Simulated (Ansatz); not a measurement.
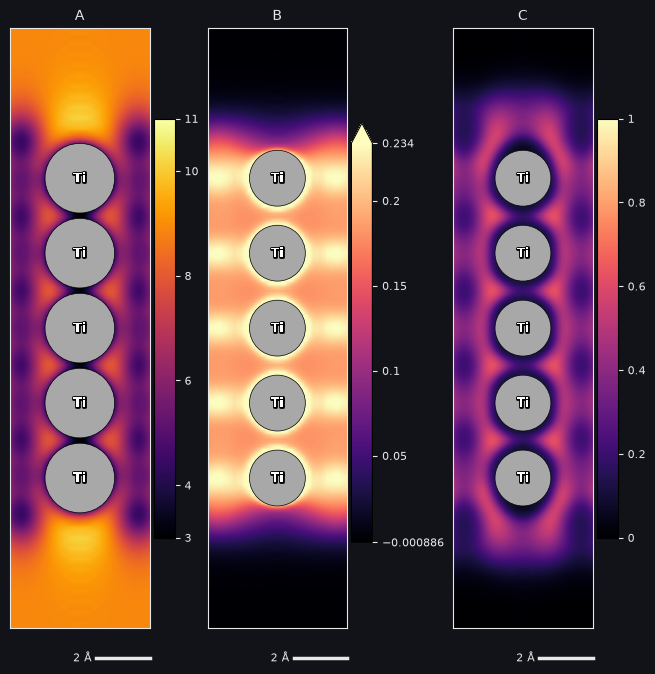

Ti (slab): 3 fields on the (100) plane of the calculation cell, a cut from vacuum to vacuum, with unlabelled colour scales. Grey discs cover the atomic cores.

Changed on purpose from its base cell (repeats removed: -2); not relaxed (largest force 1.1 eV/Å); computed without spin polarisation.

Method: DFT PBEsol, scalar-relativistic, plane waves, PAW in Ansatz.

### Match the panels to the quantities (electron localisation function, electrostatic potential energy of an electron and valence pseudo-density).

Panel A: electrostatic potential energy of an electron (low next to the atoms, rising into the space between them). Panel B: valence pseudo-density. Panel C: electron localisation function. From the grid: Ti–Ti (2.80 Å): the density is about 0.19 e/Å³ at the midpoint; the ELF is about 0.20 at the midpoint; no localised pair shows between them.
